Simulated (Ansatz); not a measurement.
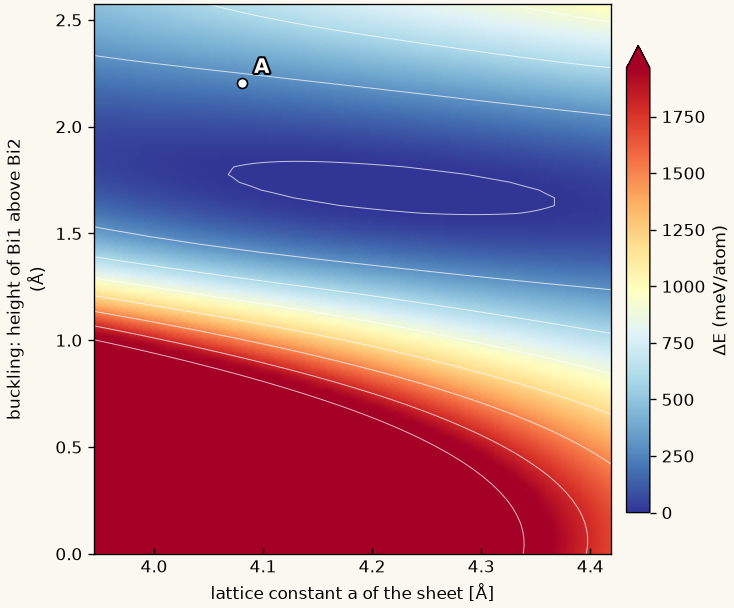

A two-dimensional sheet of Bi of the honeycomb type (2 atoms in the cell). 
- The lattice constant and the buckling of a sheet are varied, nothing relaxed.
- Coordinates scanned: (1) lattice constant a of the sheet (both vectors scaled alike); (2) buckling: height of Bi1 above Bi2.
- The grid has 8 × 8 points.
- Points are written as (first, second).
- Energies are in meV/atom, from the lowest grid point.
- Method: DFT LDA, scalar-relativistic, plane waves, PAW (Ansatz). Settings: cutoff 420 eV, k-mesh 9×9×1, gaussian smearing 0.02 eV, no spin polarisation.

Drawn: a smooth colour map with a few white contour lines, one colour for all values above the top of the scale, the point A. Between grid points the surface is interpolated.

Question: Which way does the force act at A, and how strong is it?

Answer: A, at (4.081 Å, 2.205 Å), is not a stationary point. The computed force is 530 meV/atom for each Å towards smaller values of the first coordinate and 1000 meV/atom for each Å towards smaller values of the second coordinate.
